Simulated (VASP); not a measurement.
TaN (space group Fm-3m, No. 225). Coordinates: a cell listed in the Materials Project, as set up for an electronic-structure calculation.

```
CELL_PARAMETERS angstrom
4.42265 0.00000 0.00000
0.00000 4.42265 0.00000
0.00000 0.00000 4.42265
ATOMIC_POSITIONS crystal
Ta 0.50000 0.00000 0.00000
N 0.00000 0.00000 0.00000
Ta 0.50000 0.50000 0.50000
N 0.00000 0.50000 0.50000
Ta 0.00000 0.00000 0.50000
N 0.50000 0.00000 0.50000
Ta 0.00000 0.50000 0.00000
N 0.50000 0.50000 0.00000
```

Describe the stacking along [111], with columns A (0, 0), B (1/3, 2/3), C (2/3, 1/3) of the hexagonal mesh spanned by (a − b)/2 and (b − c)/2.

N(A) – Ta(C) – N(B) – Ta(A) – N(C) – Ta(B) (six layers in 7.66 Å).

N layers alone: ABC, the cubic close-packed type.

Ta: three octahedral sites, counted in one hexagonal cell.

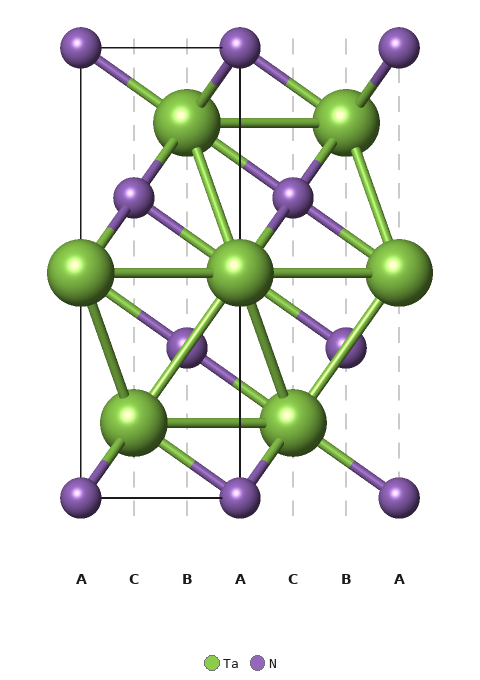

Projection along an edge of the hexagonal mesh, stacking direction [111] upwards. The dashed lines mark the three columns A (0, 0), B (1/3, 2/3) and C (2/3, 1/3). The box is the hexagonal cell of the face-centred cubic lattice. The sequence starts with the first layer at or above the cell's origin.
